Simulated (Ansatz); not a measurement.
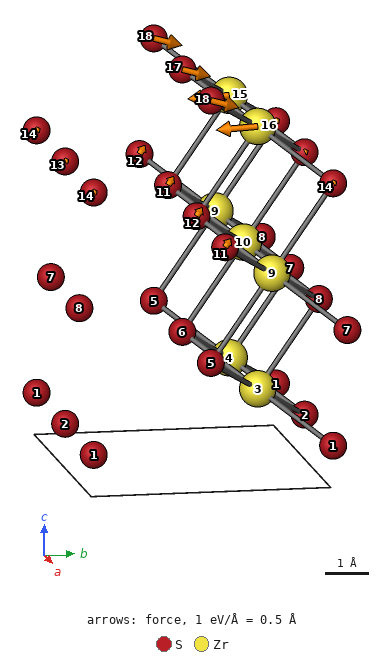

Starting geometry of a slab of composition ZrS₂ (cut from the P-3m1 phase) with the computed forces as orange arrows. Style: ball-and-stick. Shown: the cell of the calculation, outlined in the plane, without the vacuum (origin shifted), slightly off an axis.

Case: clean slab, lower half held. The slab is the (1 0 0) face of ZrS2. 8 atoms are held fixed.

These are results of Ansatz 0.2.0, DFT PBE+D3(BJ), scalar-relativistic, plane waves, PAW, not measurements.

Input
```yaml
crystal:
  lattice:
    - [7.2700393847, 0.0, 0.0]
    - [0.0, 5.7227454464, 0.0]
    - [0.0, 0.0, 25.3947183916]
  atoms:
    - { symbol: S, position: [0.5, 0.2552453887, 0.3347152691] }
    - { symbol: S, position: [0.0, 0.2552453887, 0.3347152691] }
    - { symbol: Zr, position: [0.25, 0.0, 0.3760364518] }
    - { symbol: Zr, position: [0.75, 0.0, 0.3760364518] }
    - { symbol: S, position: [0.5, 0.7447546113, 0.4173576345] }
    - { symbol: S, position: [0.0, 0.7447546113, 0.4173576345] }
    - { symbol: S, position: [0.75, 0.2552453887, 0.4586788173] }
    - { symbol: S, position: [0.25, 0.2552453887, 0.4586788173] }
    - { symbol: Zr, position: [0.5, 0.0, 0.5] }
    - { symbol: Zr, position: [0.0, 0.0, 0.5] }
    - { symbol: S, position: [0.75, 0.7447546113, 0.5413211827] }
    - { symbol: S, position: [0.25, 0.7447546113, 0.5413211827] }
    - { symbol: S, position: [0.0, 0.2552453887, 0.5826423655] }
    - { symbol: S, position: [0.5, 0.2552453887, 0.5826423655] }
    - { symbol: Zr, position: [0.75, 0.0, 0.6239635482] }
    - { symbol: Zr, position: [0.25, 0.0, 0.6239635482] }
    - { symbol: S, position: [0.0, 0.7447546113, 0.6652847309] }
    - { symbol: S, position: [0.5, 0.7447546113, 0.6652847309] }
basis:
  ecutwfc: 420
kpoints:
  mp_grid: { grid: [4, 5, 1] }
hamiltonian:
  xc: pbe
  dispersion: d3bj
scf:
  occupations: { method: gaussian, width: 0.05 }
output:
  forces: true
  eigenvalues: true
  write_density: true
  write_potential: true
  elf: true
  volumetric_format: npy
relax:
  adjacent_minimum: "off"
  f_tol: 0.03
  max_steps: 70
  constraints: [{ sites: [0, 1, 2, 3, 4, 5, 6, 7] }]
efield:
  axis: 3
  dipole_correction: true
  ramp_width: 0.04
```

Run as
```bash
ansatz run input.yaml --threads 4 --pin off --max-ram 10240MiB --backend cpu --events-out ev --progress --plain --runs-dir out
```

### What follows when this structure is relaxed?

It isn't relaxed: the largest force vector, on Zr atoms, is 2.02 eV/Å. The final displacements follow the starting forces only in part (cosine between the two patterns 0.63). The largest moves, 0.33 Å, are those of S17 and S18. S17 goes at 46° to the normal (+c side). By element the largest moves are S 0.33 Å, Zr 0.29 Å. The cell stays as it was. Near-neighbour distances that change, for instance: Zr15–S17 2.557 → 2.443 Å, S11–Zr15 2.557 → 2.449 Å, S13–Zr15 2.557 → 2.624 Å, Zr10–S13 2.557 → 2.512 Å. Among the angles between lasting bonds that change: S13–Zr16–S18 180.0° → 162.4°, S12–Zr16–S17 90.6° → 105.6°, Zr15–S17–Zr16 90.6° → 96.1°. After 4 accepted moves (5 points after the start) the energy has fallen by 0.679 eV per cell of the calculation. The largest force component goes from 2 to 0.016 eV/Å. The line search rejected the trial step at point 3 of the run. The run took 4.9 min on 4 threads of Intel(R) Xeon(R) Processor @ 2.50GHz (Skylake/Cascade Lake), on a shared host, peak memory 2.4 GiB.
